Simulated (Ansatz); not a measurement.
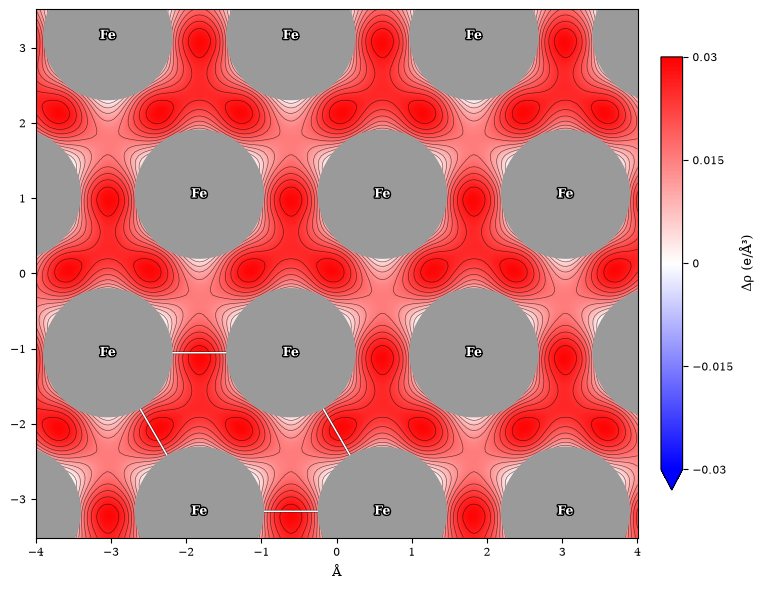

*Fe. Bonding charge density, ρ(crystal) − Σ ρ(neutral atoms): a map on the (001) plane of the conventional cell, with grey discs over the atomic cores. Cores are masked to 0.9 Å (Fe).*

Space group P6_3/mmc; the calculation finds a residual pressure of about −11 GPa at this fixed cell; computed without spin polarisation. This isn't the usual form at ambient conditions. The cell comes from a database of computed structures, not from a measurement.

Method: Ansatz, DFT LDA, scalar-relativistic, plane waves, PAW.

In a PAW calculation such maps are meaningful between the atoms, not at the nuclei.

Input file:

```
crystal:
  lattice:
    - [2.4341575853, 0.0, 0.0]
    - [-1.2170787927, 2.1080423057, 0.0]
    - [0.0, 0.0, 3.84193447]
  atoms:
    - { symbol: Fe, position: [0.33333333, 0.66666667, 0.25] }
    - { symbol: Fe, position: [0.66666667, 0.33333333, 0.75] }
basis:
  ecutwfc: 420
  fft_grid_basis: typed
kpoints:
  mp_grid: { grid: [15, 15, 10] }
hamiltonian:
  xc: lda
  pseudopotentials: { kind: paw }
scf:
  occupations: { method: gaussian, width: 0.05 }
output:
  forces: true
  stress: true
  eigenvalues: true
  bader: true
  write_density: true
  volumetric_format: npy
  elf: true
```

Command:

```sh
ansatz run input.yaml --threads 1 --pin off --max-ram 2560MiB --backend cpu --events-out ev --progress --plain --runs-dir out
```

The picture shows the conventional cell (a = 2.43 Å, b = 2.43 Å, c = 3.84 Å, α = 90.00°, β = 90.00°, γ = 120.00°).

> Describe the bonding charge.

Fe–Fe (2.38 Å): Δρ is +0.04 e/Å³ at the midpoint.
- Over the whole cell, outside the masked cores, the largest gain, 0.04 e/Å³, lies 1.2 Å from an iron nucleus, and the largest loss lies at the edge of the masked core of Fe.
- In all about 0.13 e an atom is rearranged against the free atoms.

> Metal or insulator at this level?

It is a metal at this level of theory.
